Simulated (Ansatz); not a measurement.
Given this structure:

```cif
data_structure
_symmetry_space_group_name_H-M 'P 1'
_symmetry_Int_Tables_number 1
_cell_length_a 4.9081
_cell_length_b 4.9081
_cell_length_c 4.9081
_cell_angle_alpha 90.000
_cell_angle_beta 90.000
_cell_angle_gamma 90.000
_cell_volume 118.24
loop_
_atom_site_label
_atom_site_type_symbol
_atom_site_fract_x
_atom_site_fract_y
_atom_site_fract_z
_atom_site_occupancy
Ir1 Ir 0.50000 0.50000 0.50000 1
Ir2 Ir 0.00000 0.00000 0.00000 1
Ir3 Ir 0.25000 0.00000 0.50000 1
Ir4 Ir 0.50000 0.25000 0.00000 1
Ir5 Ir 0.50000 0.75000 0.00000 1
Ir6 Ir 0.75000 0.00000 0.50000 1
Ir7 Ir 0.00000 0.50000 0.75000 1
Ir8 Ir 0.00000 0.50000 0.25000 1
```

### Describe what this structure looks like.

The element is iridium. The symmetry is that of Pm-3n (No. 223), on a primitive cubic lattice. Prototype: β-tungsten (A15) type. The cell holds eight atoms. With all contacts inside bonding distance counted, the coordination numbers are Ir 6 to 12 (mean 7.5). Not all metal-metal contacts are counted.

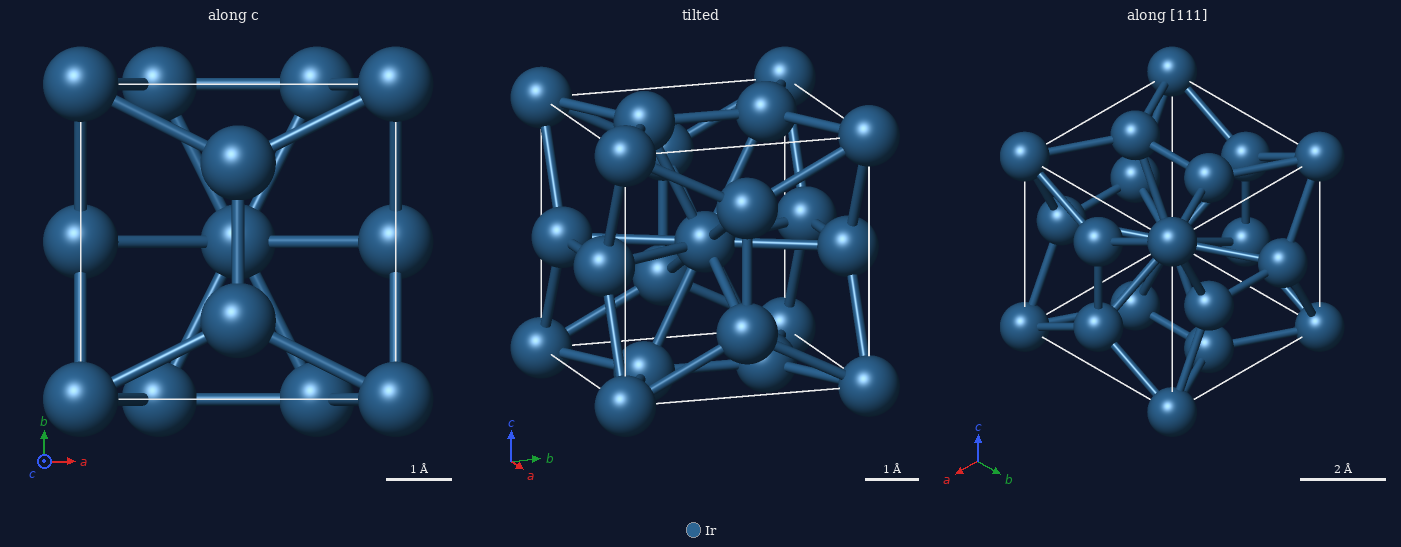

The image is a ball-and-stick drawing of a crystal, viewed along the c axis, slightly off an axis and along [111]. The frame is the conventional unit cell; atoms at its boundary are shown with their periodic copies.

Provenance: a textbook structure type filled with this element (whether it is the usual form wasn't checked). It is drawn as it came out of a relaxation with DFT r2SCAN, scalar-relativistic, plane waves, PAW in Ansatz.
